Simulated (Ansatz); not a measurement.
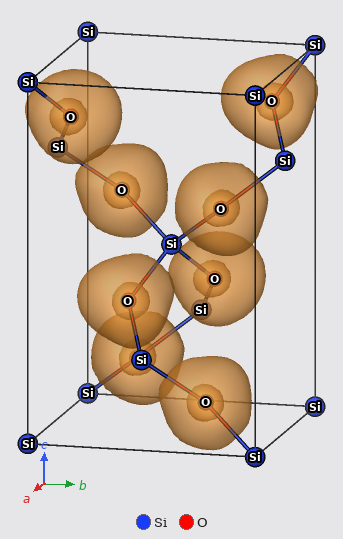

*SiO2. Isosurface of the electron localisation function at 0.7 (orange), seen slightly off an axis. Only the valence region is drawn (cores and ρ < 0.01 e/Å³ removed). Sticks mark near contacts.*

Space group I-42d.

The calculation used Ansatz, DFT r2SCAN, scalar-relativistic, plane waves, PAW.

In a PAW calculation such maps are meaningful between the atoms, not at the nuclei.

Input

```
crystal:
  lattice:
    - [-2.37405, 2.37405, 3.744]
    - [2.37405, -2.37405, 3.744]
    - [2.37405, 2.37405, -3.744]
  atoms:
    - { symbol: Si, position: [0.0, 0.0, 0.0] }
    - { symbol: Si, position: [0.75, 0.25, 0.5] }
    - { symbol: O, position: [0.99838, 0.625, 0.87338] }
    - { symbol: O, position: [0.375, 0.24838, 0.37338] }
    - { symbol: O, position: [0.75162, 0.125, 0.12662] }
    - { symbol: O, position: [0.875, 0.00162, 0.62662] }
basis:
  ecutwfc: 500
kpoints:
  mp_grid: { grid: [8, 8, 8] }
hamiltonian:
  xc: r2scan
scf:
  occupations: { method: gaussian, width: 0.02 }
output:
  forces: true
  stress: true
  eigenvalues: true
  populations: true
  write_density: true
  write_potential: true
  elf: true
  volumetric_format: npy
```

Run with:

```sh
ansatz run input.yaml --threads 1 --pin off --max-ram 2560MiB --backend cpu --events-out ev --progress --plain --runs-dir out
```

Below, planes, directions and counts refer to the conventional cell (a = 4.75 Å, b = 4.75 Å, c = 7.49 Å, α = 90.00°, β = 90.00°, γ = 90.00°).

Describe the localisation domains.

Answer. The ELF exceeds this value in eight regions on O in which the atom's valence shell and bonds are merged, counted in one cell of 12 atoms. Regions shared between cells count once.

Values along the shortest contacts:
Si–O (1.62 Å): the ELF peaks at about 0.85 between the atoms (a polar covalent bond).

Does the calculation give a band gap?

Answer. It is gapped, with a Kohn–Sham gap of 6.7 eV on the k-point mesh, an upper bound to the gap of this method.
